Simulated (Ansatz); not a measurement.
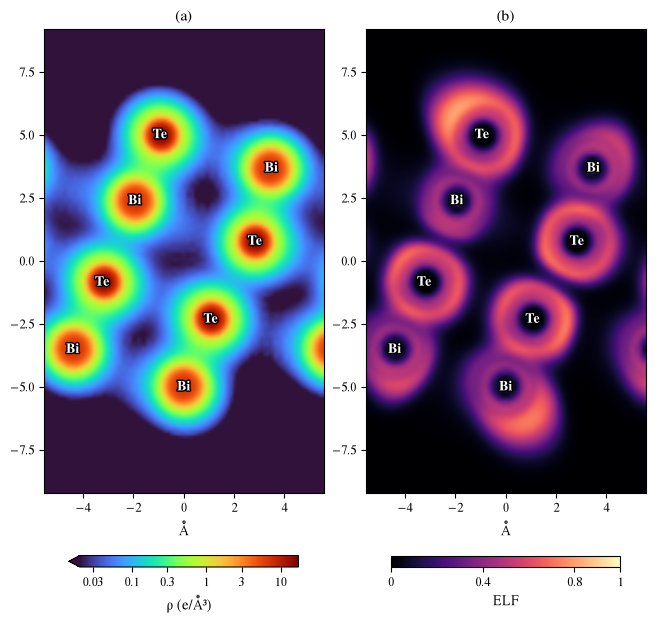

Figure 1: Bi2Te3 (slab). (a) valence charge density (pseudo); (b) ELF on the (100) plane of the calculation cell, a cut from vacuum to vacuum.

Built by placing these elements on a known structure type.

Theory: DFT PBE+D3(BJ), scalar-relativistic, plane waves, PAW (Ansatz 0.2.0).

Core electrons are frozen (PAW), and the valence fields are smoothed inside the atomic spheres.

```yaml
crystal:
  lattice:
    - [4.38777, 0.00000, 0.00000]
    - [0.00000, 10.41432, 0.00000]
    - [0.00000, 0.00000, 25.24983]
  atoms:
    - { symbol: Bi, position: [0.00000, 0.13480, 0.30369] }
    - { symbol: Te, position: [0.50000, 0.94502, 0.31304] }
    - { symbol: Bi, position: [0.00000, 0.71133, 0.36271] }
    - { symbol: Te, position: [0.50000, 0.52090, 0.37977] }
    - { symbol: Te, position: [0.00000, 0.24194, 0.41012] }
    - { symbol: Bi, position: [0.50000, 0.04648, 0.44649] }
    - { symbol: Te, position: [0.00000, 0.82867, 0.46842] }
    - { symbol: Bi, position: [0.50000, 0.61011, 0.51092] }
    - { symbol: Te, position: [0.00000, 0.41064, 0.53265] }
    - { symbol: Te, position: [0.50000, 0.14657, 0.55545] }
    - { symbol: Bi, position: [0.00000, 0.94816, 0.59655] }
    - { symbol: Te, position: [0.50000, 0.72711, 0.61743] }
    - { symbol: Bi, position: [0.00000, 0.46870, 0.64774] }
    - { symbol: Te, position: [0.50000, 0.28192, 0.67509] }
    - { symbol: Te, position: [0.00000, 0.04872, 0.70033] }
```

Describe what can be read from this map.

Answer. The plane passes through Bi and Te nuclei.
Bi–Te (2.82 Å): ρ at the midpoint is about 0.41 e/Å³; the ELF reaches about 0.60 near the midpoint.
Bi–Te (2.91 Å): ρ is about 0.37 e/Å³ halfway; the ELF peaks at about 0.65 in the valence shell of Te, 1.3 Å from its nucleus, and is about 0.60 at the midpoint.
Bi–Te (2.94 Å): the density is about 0.36 e/Å³ at the midpoint; the ELF peaks at about 0.65 in the valence shell of Te, 1.3 Å from its nucleus, and is about 0.60 at the midpoint.
The density dies away to nearly zero in the vacuum.
The ELF also peaks beside Te, away from the bonds: lone-pair regions.
The features right at Bi lie inside the PAW spheres, where the map follows smoothed inner orbitals and isn't to be read closely.
